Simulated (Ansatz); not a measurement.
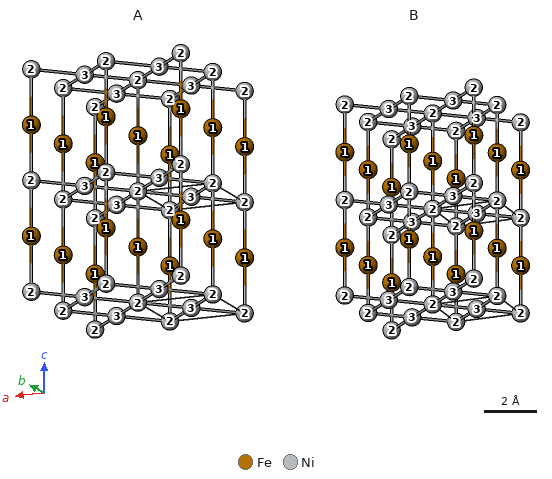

Two geometries of a crystal of FeNi₂ (a generated structure, set up in Cmmm) (coarse preliminary run), drawn at one scale. One is the start of a relaxation, the other its converged end. A ball-and-stick model of the cell of the calculation, repeated 2 × 2 × 2 with one cell outlined, seen from a free direction.

Method: Ansatz, DFT PBE, scalar-relativistic, plane waves, PAW. Set-up: plane-wave cutoff 420 eV; k-point mesh 6 × 6 × 4; occupations gaussian; smearing width 0.1 eV; collinear spin; cell and atoms relaxed; force threshold 0.04 eV/Å; at most 70 steps.

**Which one is relaxed?**

Structure A is the relaxed one. After 8 accepted moves (10 points after the start) the energy has fallen by 1415 meV per atom. All forces vanish by symmetry, so only the cell relaxes. The pressure goes from 111.61 to −0.09 GPa. The SCF was repeated twice at an unchanged geometry on a basis and grid sized afresh for the cell, which shifted the energy by 70.7 meV per atom at most. The atoms keep their places relative to the cell (all moves are under 0.005 Å). The drawn cell changes as follows: a = b 2.836 → 3.172 Å (+11.9 %), c 3.853 → 4.487 Å (+16.5 %), γ 98.6° → 90.0°; the volume changes by +47.4 %. Some distances before and after: Ni2–Ni3 1.849 → 2.243 Å, Fe1–Ni2 1.926 → 2.244 Å, Ni2–Ni3 (another image) 2.150 → 2.243 Å. The space group (tolerance 0.01 Å) goes from Cmmm (No. 65) to P4/mmm (No. 123). Cost: 26 s on 4 threads of Arm Neoverse V1, with other jobs on the host, peak memory 0.43 GiB.

Limits of the set-up: the k-point mesh is coarse for a cell with partly filled bands.
